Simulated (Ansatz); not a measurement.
## Geometry relaxation of ZnS (part 1 of 2)

System: ZnS (4 atoms in the cell).
Method: DFT PBE, scalar-relativistic, plane waves, PAW, no spin polarisation (Ansatz 0.2.0).

The structure derives from a Materials Project entry. Figures and captions count atoms from 1; the log counts them from 0 in places.

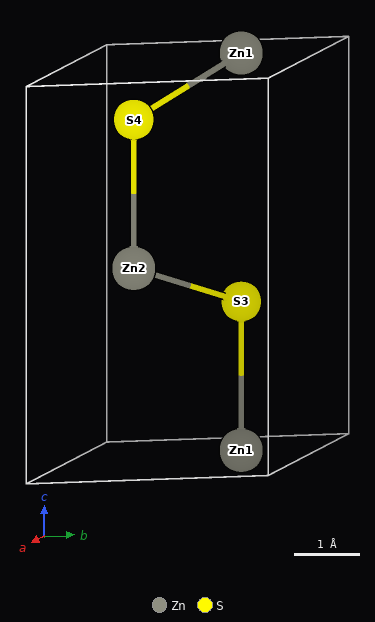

Figure 1. The input geometry (ball-and-stick view of the cell of the calculation, seen slightly off an axis; atoms are numbered from 1 in the order of the input). An atom can appear more than once, as a periodic image. Near neighbours in the periodic cell (some may lie outside the picture): Zn has 4 S at 2.33 to 2.34 Å; S has 4 Zn at 2.33 to 2.34 Å.

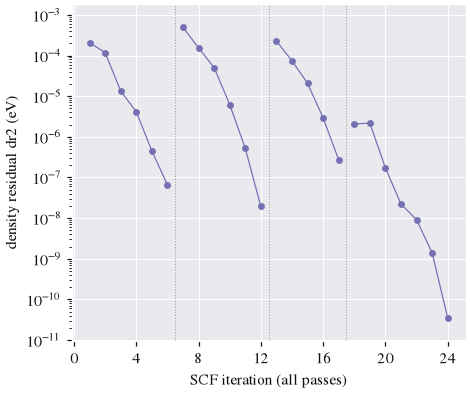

Figure 2. Convergence of the self-consistent field: density residual dr2 against the SCF iteration. The dotted lines part the SCF passes of the relaxation: geometry steps, rejected trials and re-solves on a re-selected basis. The passes take 6, 6, 5 and 7 iterations.

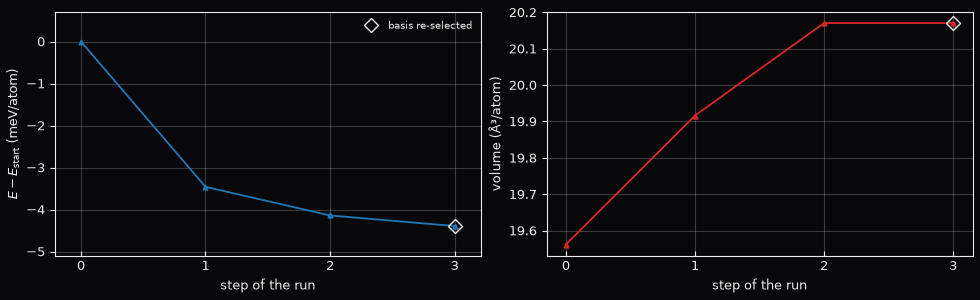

Figure 3. Progress of the relaxation, step by step (the first geometry is step 0 here and step 1 in the log).

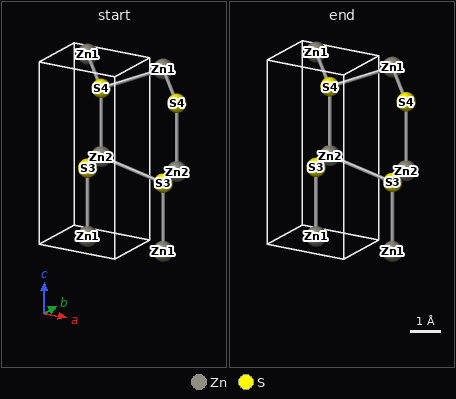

Figure 4. Before (left) and after (right) the relaxation, at one scale (ball-and-stick view of the cell of the calculation, repeated 2 × 1 × 1, seen slightly off an axis). No atom moves by more than 0.005 Å relative to the cell. The volume changes by +3.1 %, with a = b 3.806 → 3.844 Å (+1.0 %), c 6.238 → 6.305 Å (+1.1 %). Among the contacts that change: Zn1–S4 2.332 → 2.356 Å, Zn1–S3 2.338 → 2.361 Å. The space group stays P6_3mc (No. 186). Over 2 geometry steps the energy falls by 4.1 meV per atom. Largest force component: 0.011 eV/Å at the start, 0.00097 eV/Å at the end. Pressure: 2.33 GPa at the start and 0.05 GPa at the end. A last SCF at the same geometry on a re-selected plane-wave basis shifts the energy by −0.3 meV per atom. (Atoms are counted from 1 in the order of the input.)

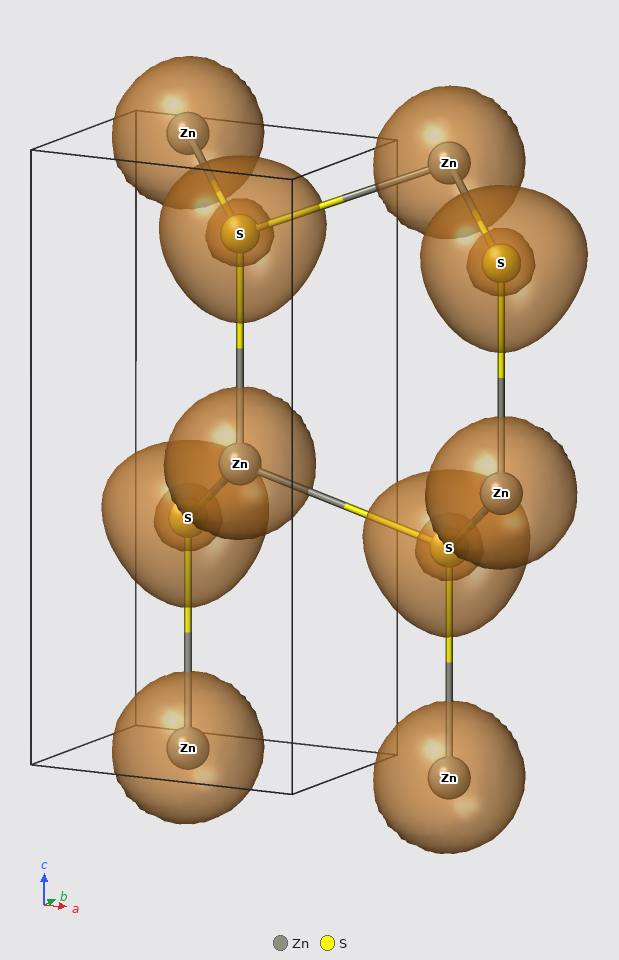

Figure 5. Isosurface of the valence electron density at 0.8 e/Å³ (orange), seen slightly off an axis. Sticks mark near contacts. The outline is the cell set on symmetry axes. At this value the density breaks into separate islands; it holds about 60 % of the electrons treated as valence. It is pinched off along the Zn–S (2.36 Å) contacts. On the grid the lowest density along these lines, outside the cores, is 0.46 e/Å³ (Zn–S, 2.36 Å). Core electrons are frozen (PAW), so the fields are smoothed inside the atomic spheres.

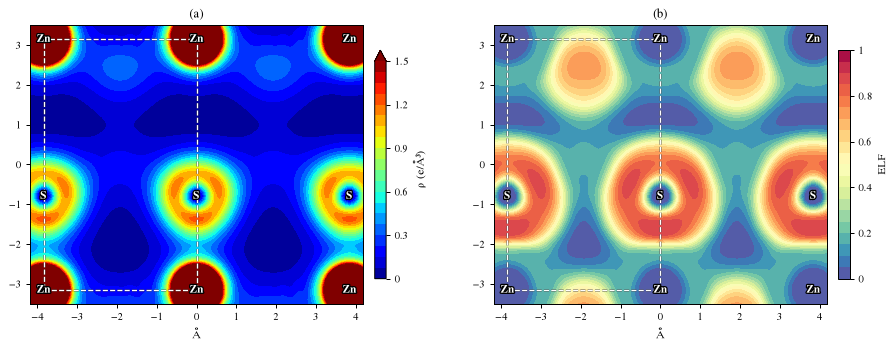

Figure 6. (a) valence pseudo-density; (b) electron localisation function on the (010) plane of the conventional cell. Atoms in the plane: Zn and S. Zn–S (2.36 Å): ρ at the midpoint is about 0.48 e/Å³; the ELF is about 0.55 at the midpoint. Away from the nuclei the density in this plane falls to 0.02 e/Å³ at its lowest.

These pictures come from the run below.

The input:
```yaml
crystal:
  lattice:
    - [3.8057964671, 0.0, 0.0]
    - [-1.9028982335, 3.2959164221, 0.0]
    - [0.0, 0.0, 6.23798163]
  atoms:
    - { symbol: Zn, position: [0.33333333, 0.66666667, 0.00013968] }
    - { symbol: Zn, position: [0.66666667, 0.33333333, 0.50013968] }
    - { symbol: S, position: [0.33333333, 0.66666667, 0.37486032] }
    - { symbol: S, position: [0.66666667, 0.33333333, 0.87486032] }
basis:
  ecutwfc: 420
kpoints:
  mp_grid: { grid: [12, 12, 6] }
hamiltonian:
  xc: pbe
scf:
  occupations: { method: gaussian, width: 0.02 }
output:
  forces: true
  stress: true
  eigenvalues: true
  write_density: true
  write_potential: true
  elf: true
  volumetric_format: npy
relax:
  adjacent_minimum: "off"
  f_tol: 0.005
  max_steps: 80
  cell: { stress_tol: 0.05 }
```

Command:
```bash
ansatz run input.yaml --threads 4 --pin off --max-ram 10240MiB --backend cpu --events-out ev --progress --plain --runs-dir out
```

Output:
```
Engine: ansatz 0.2.0, aarch64-unknown-linux-gnu
Pseudopotentials: kind: paw
Pseudopotential: Zn, paw, valence charge 12, recommended cutoff 420 eV (normal), Zn.paw.azcp
Pseudopotential: S, paw, valence charge 6, recommended cutoff 420 eV (normal), S.paw.azcp
Functional definition: PBE
  parameter kappa = 0.804
  parameter beta = 0.06672455060314922
  exchange = pbe_x(kappa = kappa, mu = beta*pi^2/3)
  correlation = pbe_c(beta = beta)
Crystal: 4 atoms, lattice volume = 78.247 Å³
Basis set: ecut = 420 eV, 1521 PW (Γ), exchange–correlation on 54×54×90 points (8 copies of the dense FFT grid, shifted against one another)
Bands: 22, of which v1, the nominal top of the filled ones, is band 18 counted from 1 (17 counted from 0)
Symmetry: 12 space group operations
Space group: P63mc (ITA 186), of the structure as read, at distance tolerance 4.3e-5 Å
k-points: 76 of 864 (time reversal used)
Non-local potential: Zn, projectors of the file, l = 0: 2, l = 1: 2, l = 2: 3, l = 3: 1
Non-local potential: S, projectors of the file, l = 0: 2, l = 1: 2, l = 2: 2
PAW form: soft (Blöchl's): semilocal exchange-correlation on the pseudo side does not see the compensation charge
PAW one-centre angular grid: Zn, 590 points (default); XC on 64 Gauss nodes
PAW one-centre angular grid: S, 110 points (default); XC on 64 Gauss nodes
Initial density: superposition of atomic densities (neutral atoms: chi_scale 0, normalization atom), corrected by the library's trained network
Initial wavefunctions: pseudopotential atomic-orbital guess
Functional: x = pbe(κ = 0.804, μ = 0.2195149727645171), c = pbe(β = 0.06672455060314922)
SCF iter   1: F=—  HF=-8445.439493 eV  |F-HF|=—  |Δ(HF+E_count)|=         —  Δρ=5.08e-4  dr2=2.08e-4  ethr=1.77e-3  ⟨swp⟩=6.3  Hψ=8291  notcnv=0
preconditioner: auto → Resta (q_TF=auto, 2.397 Å⁻¹)  ε∞=6.6  [insulator: Δε(μ)=2.216 eV  Ē_g=10.674 eV  σ=0.020 eV  W_gap=1.00  n_scr=22 (ndim 8)  ℏωp=25.2 eV  f_vac=0.038  D(μ)=0.00/eV (n_scr^D=0)  ε∞_Penn≈6.6]
SCF iter   2: F=—  HF=-8445.439891 eV  |F-HF|=—  |Δ(HF+E_count)|=   3.98e-4  Δρ=4.35e-4  dr2=1.18e-4  ethr=5.77e-7  ⟨swp⟩=2.7  Hψ=4009  notcnv=0
SCF iter   3: F=—  HF=-8445.439968 eV  |F-HF|=—  |Δ(HF+E_count)|=   7.76e-5  Δρ=1.46e-4  dr2=1.34e-5  ethr=3.29e-7  ⟨swp⟩=2.0  Hψ=2900  notcnv=0
SCF iter   4: F=—  HF=-8445.439913 eV  |F-HF|=—  |Δ(HF+E_count)|=   5.51e-5  Δρ=7.02e-5  dr2=4.14e-6  ethr=3.72e-8  ⟨swp⟩=2.0  Hψ=3040  notcnv=0
SCF iter   5: F=—  HF=-8445.439913 eV  |F-HF|=—  |Δ(HF+E_count)|=   4.96e-7  Δρ=2.53e-5  dr2=4.51e-7  ethr=1.15e-8  ⟨swp⟩=2.8  Hψ=2955  notcnv=0
SCF iter   6: F=-8445.439913 eV  HF=-8445.439913 eV  |F-HF|=6.47e-9  |Δ(HF+E_count)|=   3.75e-7  Δρ=1.03e-5  dr2=6.62e-8  ethr=2.78e-10  ⟨swp⟩=9.1  Hψ=12917  notcnv=0
SCF 1 converged in 6 iterations: F = -8445.439913 eV  dr2 = 6.62e-8
  greatest PAW one-centre occupation: 0.983 electrons in one spin orbital (limit 2), on the Zn atom at site 1 (counted from 0), in its partial waves of l = 2
relax step   1: F+E_penalty+E_count = -8445.43991323 eV  Δ(F+E_penalty+E_count) = +0.000e0 eV  max|allowed force component| = 1.059e-2 eV/Å  Δτ_max = 0.0000 Å  P = +2.326 GPa  Ω = 78.247 Å³  (6 SCF iters, dr2 threshold 1.00e-7 eV, accepted)
Crystal: 4 atoms, lattice volume = 79.664 Å³
Basis set: ecut = 420 eV, 1545 PW (Γ), exchange–correlation on 54×54×90 points (8 copies of the dense FFT grid, shifted against one another)
Initial density: handed on by an earlier stage of this run
Initial wavefunctions: those handed on with the density
iter 1 solved again at ethr=1.44e-6 eV; its pass at ethr=3.10e-3 eV (dr2=5.20e-4 eV) is discarded
SCF iter   1: F=—  HF=-8445.453887 eV  |F-HF|=—  |Δ(HF+E_count)|=         —  Δρ=8.20e-4  dr2=4.94e-4  ethr=1.44e-6  ⟨swp⟩=2.1  Hψ=9876  notcnv=0
preconditioner: auto → Resta (q_TF=auto, 2.390 Å⁻¹)  ε∞=6.6  [insulator: Δε(μ)=2.135 eV  Ē_g=10.592 eV  σ=0.020 eV  W_gap=1.00  n_scr=22 (ndim 8)  ℏωp=25.0 eV  f_vac=0.042  D(μ)=0.00/eV (n_scr^D=0)  ε∞_Penn≈6.6]
SCF iter   2: F=—  HF=-8445.453814 eV  |F-HF|=—  |Δ(HF+E_count)|=   7.40e-5  Δρ=3.91e-4  dr2=1.55e-4  ethr=1.37e-6  ⟨swp⟩=2.0  Hψ=2900  notcnv=0
SCF iter   3: F=—  HF=-8445.453761 eV  |F-HF|=—  |Δ(HF+E_count)|=   5.28e-5  Δρ=3.34e-4  dr2=5.03e-5  ethr=4.31e-7  ⟨swp⟩=2.0  Hψ=2879  notcnv=0
SCF iter   4: F=—  HF=-8445.453745 eV  |F-HF|=—  |Δ(HF+E_count)|=   1.58e-5  Δρ=7.35e-5  dr2=6.24e-6  ethr=1.40e-7  ⟨swp⟩=2.0  Hψ=2888  notcnv=0
SCF iter   5: F=—  HF=-8445.453751 eV  |F-HF|=—  |Δ(HF+E_count)|=   6.17e-6  Δρ=2.25e-5  dr2=5.19e-7  ethr=1.73e-8  ⟨swp⟩=2.3  Hψ=2969  notcnv=0
SCF iter   6: F=-8445.453752 eV  HF=-8445.453752 eV  |F-HF|=4.74e-8  |Δ(HF+E_count)|=   1.10e-6  Δρ=5.45e-6  dr2=1.95e-8  ethr=1.11e-9  ⟨swp⟩=10.2  Hψ=13168  notcnv=0
SCF 2 converged in 6 iterations: F = -8445.453752 eV  dr2 = 1.95e-8
relax step   2: F+E_penalty+E_count = -8445.45375223 eV  Δ(F+E_penalty+E_count) = -1.384e-2 eV  max|allowed force component| = 4.078e-3 eV/Å  Δτ_max = 0.0008 Å  P = +0.953 GPa  Ω = 79.664 Å³  energy of the carried Pulay correction = -5.987e-4 eV  (6 SCF iters, dr2 threshold 4.00e-7 eV, accepted)
Crystal: 4 atoms, lattice volume = 80.681 Å³
Basis set: ecut = 420 eV, 1581 PW (Γ), exchange–correlation on 54×54×90 points (8 copies of the dense FFT grid, shifted against one another)
iter 1 solved again at ethr=1.15e-6 eV; its pass at ethr=3.10e-3 eV (dr2=4.16e-4 eV) is discarded
```
